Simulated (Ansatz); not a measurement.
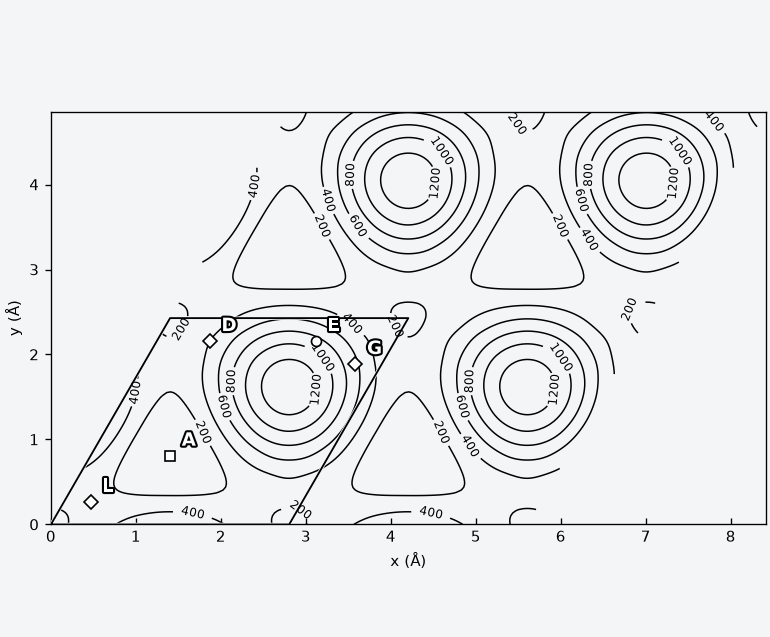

Al (P6_3/mmc, No. 194; 6 atoms in the cell). Gamma surface: rigid slide across a plane, one fault a cell; the plane is (0 0 1) of the conventional cell. Places are given modulo a cell vector. The map is drawn in real space over the plane of the slide. Nothing is relaxed (rigid halves, spacing across the cut fixed). The grid has 9 × 9 points; 19 points were computed and 62 follow by symmetry. Energies: mJ/m², counted from the lowest grid point. Theory: Ansatz, DFT PBE+D3(BJ), scalar-relativistic, plane waves, PAW. Settings: cutoff 420 eV, k-mesh 18×18×3 in the order of the run's cell vectors, gaussian smearing 0.15 eV, no spin polarisation.

The picture shows contour lines labelled in mJ/m², the outline of one cell of the 2 × 2 shown, lettered points. Between grid points the surface is interpolated.

> Is L the lowest point of the computed grid?

No. L lies 232 mJ/m² above the lowest grid point, which is at (3/9, 3/9) of the cell vectors.

> What kind of point is each of A, D, E, G, L: minimum, saddle, maximum or slope?

A: minimum; D: on a slope; E: on a slope; G: on a slope; L: saddle point. (In these two coordinates alone; a stationary point may lie a little off the grid point.)

> Rank the lettered points by energy, lowest first.

A (0 mJ/m²), L (232 mJ/m²), D (398 mJ/m²), G (637 mJ/m²), E (865 mJ/m²).

PAW datasets: the set soft_1.
